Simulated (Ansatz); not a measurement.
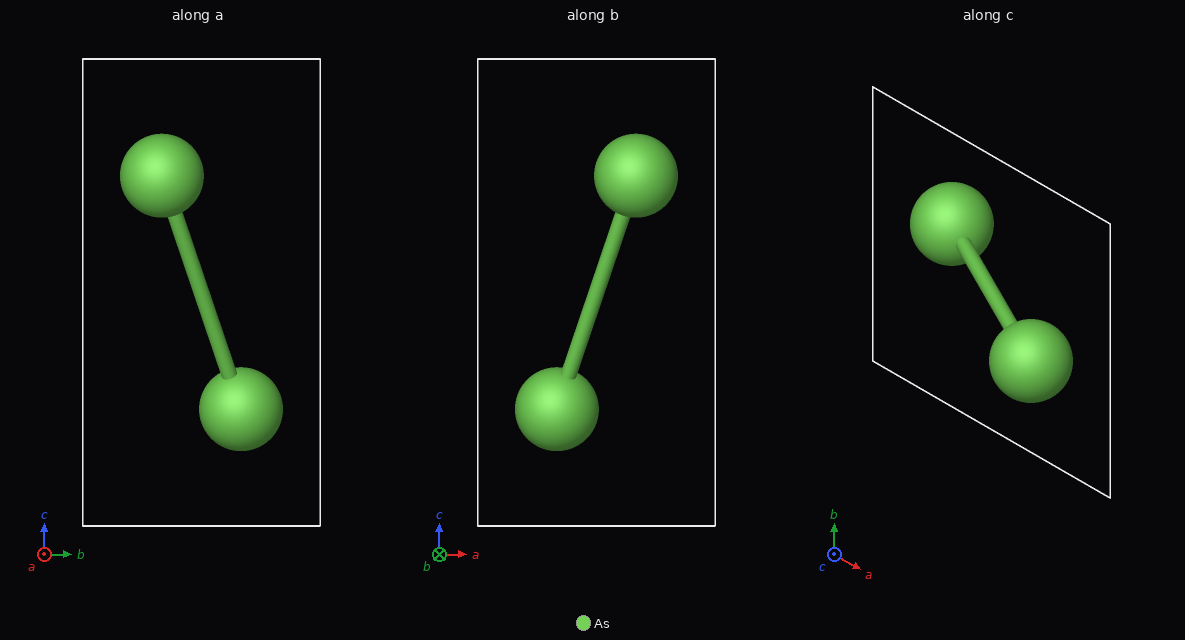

The image is a ball-and-stick drawing of a crystal, viewed along the a axis, along the b axis and along the c axis. The conventional unit cell is outlined; an atom on or near a face, edge or corner is repeated at each equivalent position.

Lattice parameters: a = 2.938 Å, b = 2.938 Å, c = 5.005 Å, α = 90.00°, β = 90.00°, γ = 120.00°.

Write down what is shown as a table of Wyckoff sites.

Space group P6_3/mmc (No. 194).
```
atom  site       x       y       z
  As    2c  0.3333  0.6667  0.2500
```

The structure was taken from a structure type filled with this element by a generator (whether the element takes this form wasn't checked). The cell was then strained or its atoms displaced on purpose. An electronic-structure calculation with Ansatz was run on it.
